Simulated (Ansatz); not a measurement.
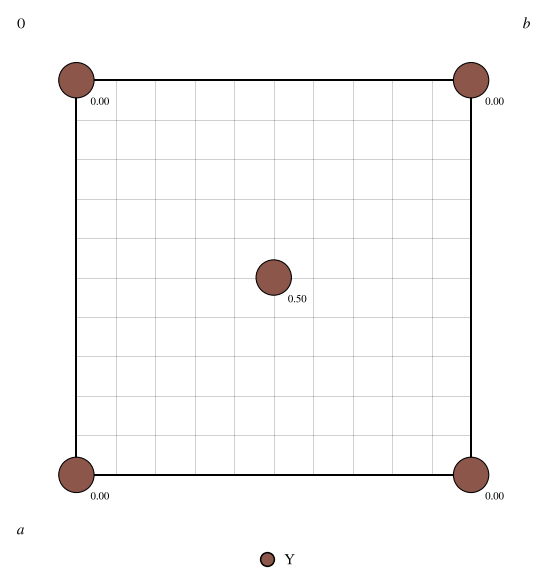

Plan of a unit cell projected along c (a down the page, b across); the numbers are heights as fractions of c, and atoms on the cell's edges are repeated. The grid marks tenths of a and b. Source: the geometry relaxed with Ansatz 0.2.0, DFT r2SCAN, scalar-relativistic, plane waves, PAW; the starting structure was generated, so it need not be a known form of this composition. All values are computed from the atomic coordinates in the standard setting (tolerance 0.002 Å).

a = 4.066 Å, b = 4.066 Å, c = 4.066 Å, α = 90.00°, β = 90.00°, γ = 90.00°.

What does the cell contain?

2 Y: Y, Z = 2.

Give the fractional coordinates of all atoms, to two places.

```tsv
atom	x	y	z
Y	0.00	0.00	0.00
Y	0.50	0.50	0.50
```
